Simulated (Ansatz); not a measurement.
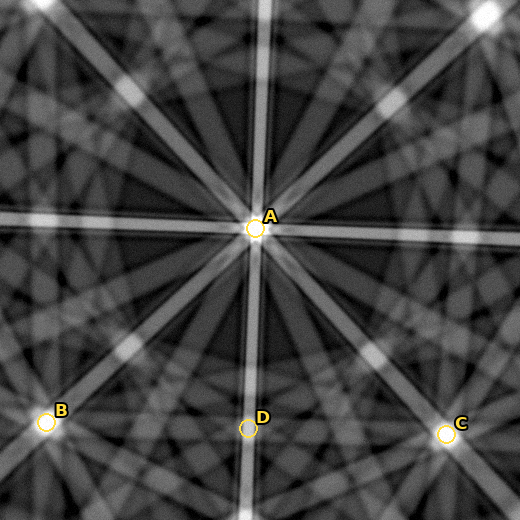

Simulated Kikuchi (electron backscatter) pattern at 20 kV: kinematic bands of width 2θ(Bragg) in gnomonic projection, seen from the camera side; the frame spans ±37° from its centre. Crystal: Sn, space group I4_1/amd (No. 141), a = 5.850 Å, c = 3.221 Å. Structure: the geometry relaxed at fixed volume with DFT r2SCAN, scalar-relativistic, plane waves, PAW in Ansatz.

```
Sn
1.0
     5.84995    0.00000    0.00000
     0.00000    5.84995    0.00000
     0.00000    0.00000    3.22098
Sn
4
Cartesian
  0.0000 2.9250 0.8052
  0.0000 0.0000 0.0000
  2.9250 0.0000 2.4157
  2.9250 2.9250 1.6105
```

Pole A is [001] and pole B is [-113].

Question: Index the poles C and D.

Answer: C is [-1-13], 40.6° from A and 54.8° from B. D is [-103], 31.2° from A and 27.4° from B.

Question: Which band joins A and B, and how wide is it?

Answer: It comes from the planes common to both zones. The strongest order is 2 2 0 with d = 2.068 Å, so the band is 2θ = 2.4° wide (λ = 0.0859 Å). Other orders of the same planes (4 4 0) lie on the same centre line with other widths.
